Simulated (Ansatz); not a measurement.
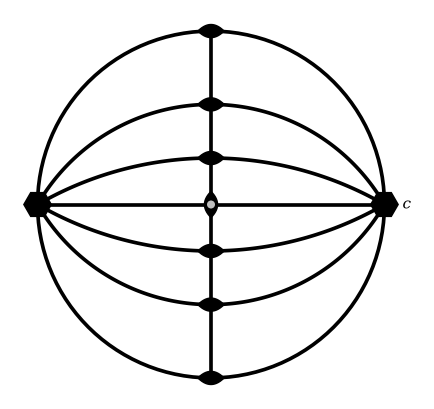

Stereographic projection: heavy lines are mirror planes (a heavy rim: a mirror in the plane of the page); lens, triangle, square and hexagon are 2-, 3-, 4- and 6-fold axes, a lens in an open square is −4, a triangle in an open hexagon −6; thin dashed diameters join the ends of axes that lie in the page; a small open circle marks inversion. The a axis points at the viewer. Computed from the symmetry operations of a computed or model structure of composition Ir.

Which point group is this?

6/mmm (D6h), order 24, hexagonal system: one sixfold axis, six twofold axes, seven mirror planes, an inversion centre.

Can such a crystal be piezoelectric, pyroelectric or chiral?

It is centrosymmetric, so neither piezoelectric nor pyroelectric; it is not chiral.
